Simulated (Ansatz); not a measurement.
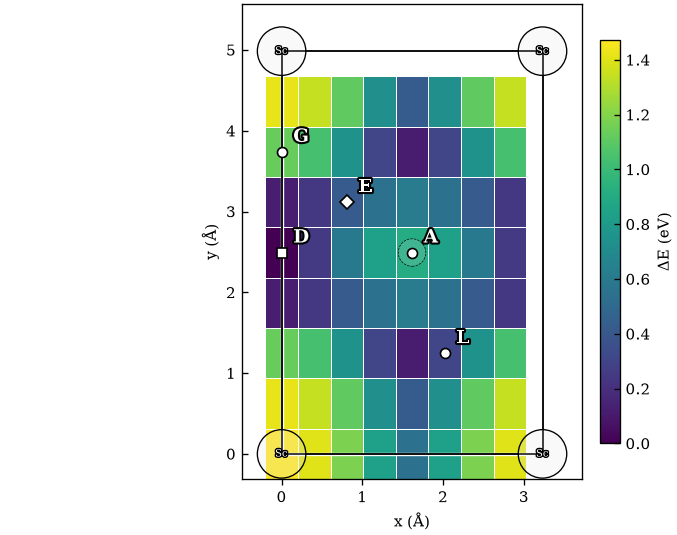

H on a Sc(100) slab cut from the P6_3/mmc phase, its upper half relaxed before the scan (8 atoms of substrate and one adsorbate in a 2 × 1 cell). H is moved over the surface cell; relaxed at each place: the height of the adsorbate's atoms; substrate rigid; the origin of the map has the adsorbate above Sc7. Places are given modulo a cell vector. The map is drawn in real space over the plane of the surface. The grid has 8 × 8 points; 25 points were computed and 39 follow by symmetry. Places are given in fractions of the 1 × 1 surface cell. All energies are given in eV relative to the lowest grid point. The relaxed height changes by up to 1.1 Å between neighbouring points. Level of theory: DFT LDA, scalar-relativistic, plane waves, PAW (Ansatz 0.2.0). Settings: cutoff 420 eV, k-mesh 4×6×1, gaussian smearing 0.1 eV, no spin polarisation.

In the figure: one coloured cell a grid point, labelled circles for the atoms of the top layer and small ones for the second layer, the outline of one cell of the plane, lettered points.

> Rank the lettered points by energy, lowest first.

D (0.00 eV), L (0.31 eV), E (0.42 eV), A (0.91 eV), G (1.13 eV).
